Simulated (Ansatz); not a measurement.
CaO

```xyz
16
Lattice="5.8652 3.4160 -0.7686 -5.8652 3.4160 0.7686 -1.2298 -3.4160 5.7870" Properties=species:S:1:pos:R:3 pbc="T T T"
Ca    0.8514    2.5620    2.7014
Ca   -2.0812    0.8540    3.0857
Ca    3.7839    0.8540    2.3171
Ca    0.8514   -0.8540    2.7014
Ca    4.3989    2.5620   -0.5764
Ca    1.4663    0.8540   -0.1921
Ca    1.4663    4.2700   -0.1921
Ca   -1.4663    2.5620    0.1921
O    -0.3075    0.8540    1.4468
O     2.6251    2.5620    1.0625
O    -3.2400    2.5620    1.8310
O    -0.3075    4.2700    1.4468
O    -0.9224    2.5620    4.3403
O    -3.8550    0.8540    4.7246
O     2.0102    0.8540    3.9560
O    -0.9224   -0.8540    4.3403
```

Space group Fm-3m; a structure from a database of computed crystals, not necessarily the ambient phase.

Method: DFT PBE, scalar-relativistic, plane waves, PAW in Ansatz.

The density is the valence pseudo-density of a PAW calculation; it isn't the true density close to the nuclei.

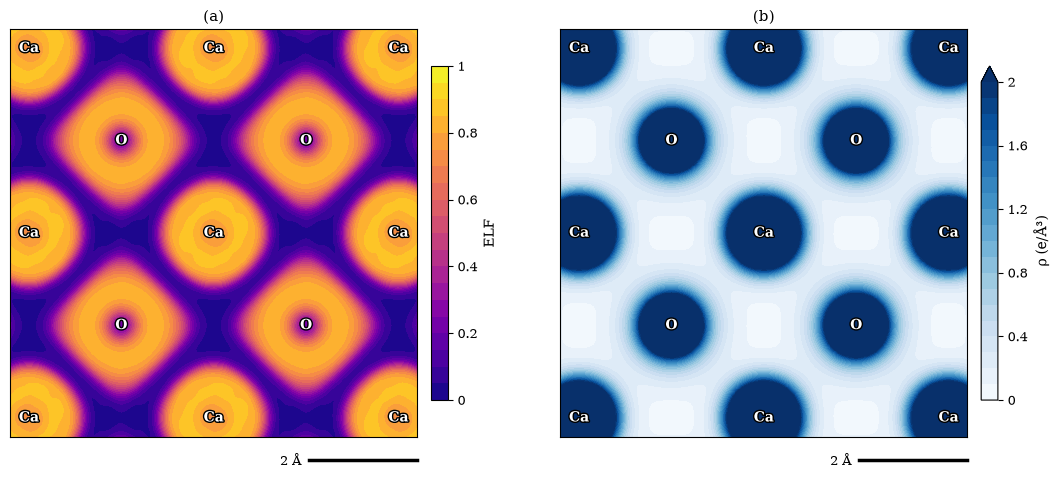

Figure 1. (a) ELF; (b) valence pseudo-density on the (011̄) plane of the calculation cell.

Q: Interpret the plot.

A:
- Atoms in the plane: Ca and O.
- Ca–O (2.42 Å): ρ is about 0.25 e/Å³ halfway; the ELF is about 0.10 at the midpoint; a largely ionic contact.
- Between the atoms the lowest density in this plane is 0.06 e/Å³.
- The features right at Ca lie inside the PAW spheres, where the map follows smoothed inner orbitals and isn't to be read closely.

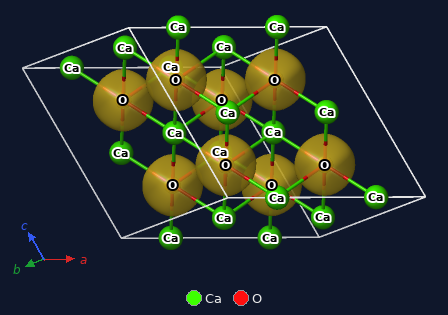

Figure 2. Isosurface of the electron localisation function at 0.6 (yellow), seen at an oblique angle. Only the valence region is drawn (cores and ρ < 0.01 e/Å³ removed). Sticks mark near contacts.

Q: Identify the bonds, lone pairs and shells in this picture.

A: At this value the surface marks out eight regions wrapped around O (the valence shell of each), counted in one cell of 16 atoms. Regions shared between cells count once.


Ca–O (2.41 Å): the ELF is about 0.10 at the midpoint; a largely ionic contact.

Q: Does the calculation give a band gap?

A: It is gapped, with a Kohn–Sham gap of 3.7 eV on the k-point mesh, an upper bound to the gap of this method.
